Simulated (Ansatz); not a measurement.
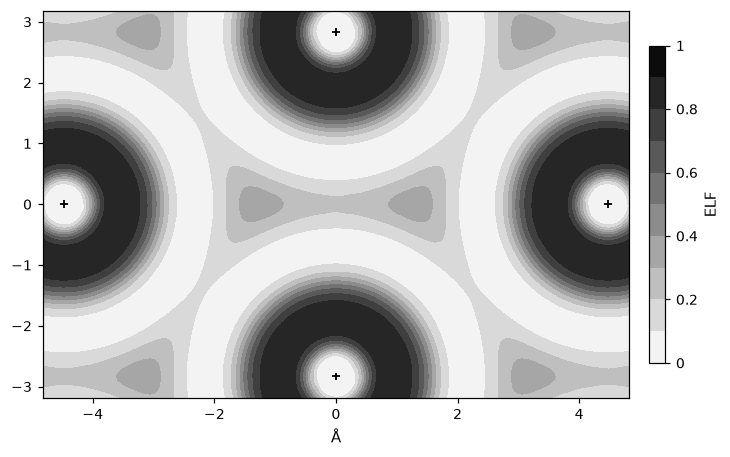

The electron localisation function on a plane through atoms (crosses mark nuclei in the plane).

Level of theory: Ansatz, DFT PBEsol, scalar-relativistic, plane waves, PAW.

Candidates:
A. Ge, a = 4.13 Å, b = 4.13 Å, c = 5.59 Å, α = 90.00°, β = 90.00°, γ = 90.00°. Space group I4₁/amd; changed on purpose from its base cell (strain +0.030 along x and y, -0.015 along z, atoms carried along); computed pressure about −3 GPa in this cell.
B. AlRu, a = 2.98 Å, b = 2.98 Å, c = 2.98 Å, α = 90.00°, β = 90.00°, γ = 90.00°. Space group Pm-3m; a structure from a database of computed crystals, not necessarily the ambient phase; computed without spin polarisation.
C. Cs, a = 8.95 Å, b = 8.95 Å, c = 5.29 Å, α = 32.34°, β = 90.00°, γ = 90.00°. Space group I4/mmm; a structure from a database of computed crystals, not necessarily the ambient phase; changed on purpose from its base cell (band edges of the strained film's bulk).

> Which system is this?

Candidate C: Cs on the (100) plane of the calculation cell, which holds Cs. Cs–Cs (5.29 Å): the ELF is about 0.10 at the midpoint (no localised pair shows between them). Cs–Cs (5.67 Å): the ELF is about 0.20 at the midpoint (no shared electron pair shows on this line).
